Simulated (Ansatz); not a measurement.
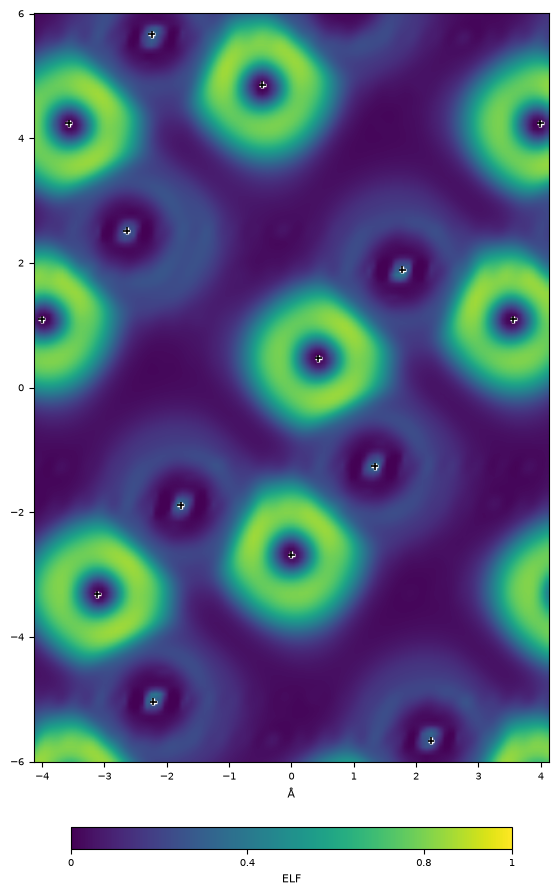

The electron localisation function on a plane through atoms (crosses mark nuclei in the plane).

Computed with DFT PBEsol, scalar-relativistic, plane waves, PAW (Ansatz).

Candidates:
A. Ga₁₈N₁₇ (cell with a defect), a = 7.57 Å, b = 7.57 Å, c = 7.57 Å, α = 78.22°, β = 78.22°, γ = 78.22°. Spin-polarised.
B. Zr₇O₁₆ (cell charge −1, with a compensating background) (cell with a defect), a = 6.73 Å, b = 7.31 Å, c = 7.31 Å, α = 90.92°, β = 116.26°, γ = 116.26°. Spin-polarised.
C. GaAs, a = 9.80 Å, b = 9.80 Å, c = 9.80 Å, α = 109.47°, β = 109.47°, γ = 109.47°. Space group F-43m; a structure from a database of computed crystals, not necessarily the ambient phase.

Which candidate gave the map?

Candidate A: Ga₁₈N₁₇ on the (011̄) plane of the calculation cell, which holds Ga and N. Ga–N (1.96 Å): the ELF peaks at about 0.85 in the valence shell of N, 0.7 Å from its nucleus, and is about 0.45 at the midpoint.
